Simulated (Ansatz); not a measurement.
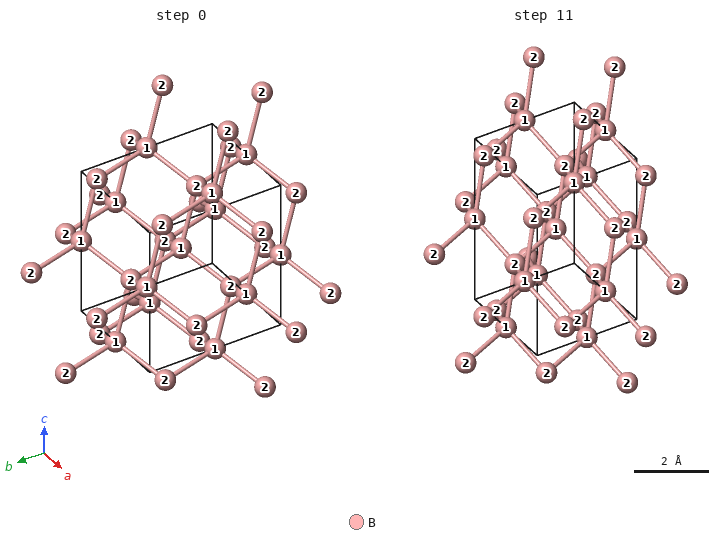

The structure of crystalline B (a generated structure, set up in Fddd) (coarse preliminary run) before (left) and after (right) a relaxation, at one scale.

The picture is a ball-and-stick view of the conventional cell (4 times the calculation's cell), seen from a free direction. Lengths and directions refer to the drawn axes.

Computed with DFT PBE, scalar-relativistic, plane waves, PAW in Ansatz 0.2.0.

The input:
```yaml
crystal:
  lattice:
    - [0.0, 2.11245404, 2.31521732]
    - [1.73280199, 0.0, 2.31521732]
    - [1.73280199, 2.11245404, 0.0]
  atoms:
    - { symbol: B, position: [0.5, 0.5, 0.5] }
    - { symbol: B, position: [0.75, 0.75, 0.75] }
basis:
  ecutwfc: 420
kpoints:
  mp_grid: { grid: [8, 8, 8] }
hamiltonian:
  xc: pbe
scf:
  occupations: { method: gaussian, width: 0.1 }
  lower_state_search: "off"
output:
  forces: true
  stress: true
  eigenvalues: true
relax:
  adjacent_minimum: "off"
  f_tol: 0.04
  max_steps: 70
  cell: { stress_tol: 0.4 }
```

Launched with:
```bash
ansatz run input.yaml --threads 1 --pin off --max-ram 2560MiB --backend cpu --events-out ev --progress --plain --runs-dir out
```

What changed between the two?

The atoms keep their places relative to the cell (all moves are under 0.005 Å). Cell: a 3.466 → 3.160 Å (−8.8 %), b 4.225 → 3.207 Å (−24.1 %), c 4.630 → 5.340 Å (+15.3 %). Volume −20.2 %. Near-neighbour distances that change, for instance: B1–B1 2.732 → 2.251 Å, B1–B2 1.791 → 1.746 Å. Among the angles between lasting bonds that change: B2–B1–B2 99.4° → 80.3°, B2–B1–B2 107.7° → 125.3°, B2–B1–B2 122.1° → 126.2°. The space group stays Fddd (No. 70). After 9 accepted moves (11 points after the start) the energy has fallen by 542 meV per atom. All forces vanish by symmetry, so only the cell relaxes. Pressure: −9.85 GPa at the start and 0.00 GPa at the end. At 2 points the geometry stayed and the basis and grid were re-selected for the new cell (energy shift of 2.6 meV per atom at most each time). The run took 12 s on 1 thread of Arm Neoverse V1, with other jobs on the host, peak memory 0.27 GiB.
